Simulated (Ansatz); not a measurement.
BN (2 atoms in the cell), run with Ansatz.

```
crystal:
  lattice:
    - [1.2300754418, 0.7101843875, 2.0087119995]
    - [-1.2300754418, 0.7101843875, 2.0087119995]
    - [0.0, -1.4203687749, 2.0087119995]
  atoms:
    - { symbol: B, position: [1.041216519, 1.041216519, 1.041216519] }
    - { symbol: "N", position: [0.291216481, 0.291216481, 0.291216481] }
basis:
  ecutwfc: 420
kpoints:
  mp_grid: { grid: [12, 12, 12] }
hamiltonian:
  xc: pbe
  dispersion: d3bj
scf:
  occupations: { method: fixed }
  max_iter: 80
output:
  forces: true
  eigenvalues: true
  stress: true
```

Run as:
```bash
ansatz run input.yaml --threads 1 --pin off --max-ram 3072MiB --backend cpu --events-out ev --progress --plain --runs-dir out
```

What does the convergence history look like?

Converged, in 6 iterations. The residual falls at every step. The program put off closing at iteration 5, as it still lacked some of its checks. The input holds an odd setting (fixed occupations whatever the gap). The SCF closed; whether the result suffers can't be told from this run alone.

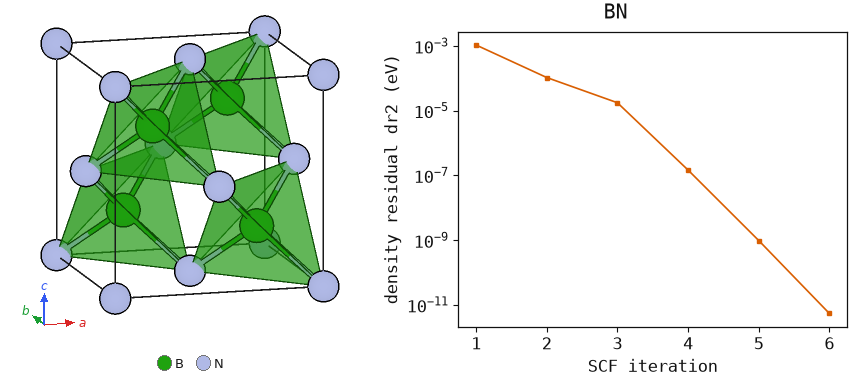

Beside the plot: the structure in its conventional cell.

SCF iterations of a calculation: density residual dr2. The starting density is a sum of atomic densities corrected by a trained network.
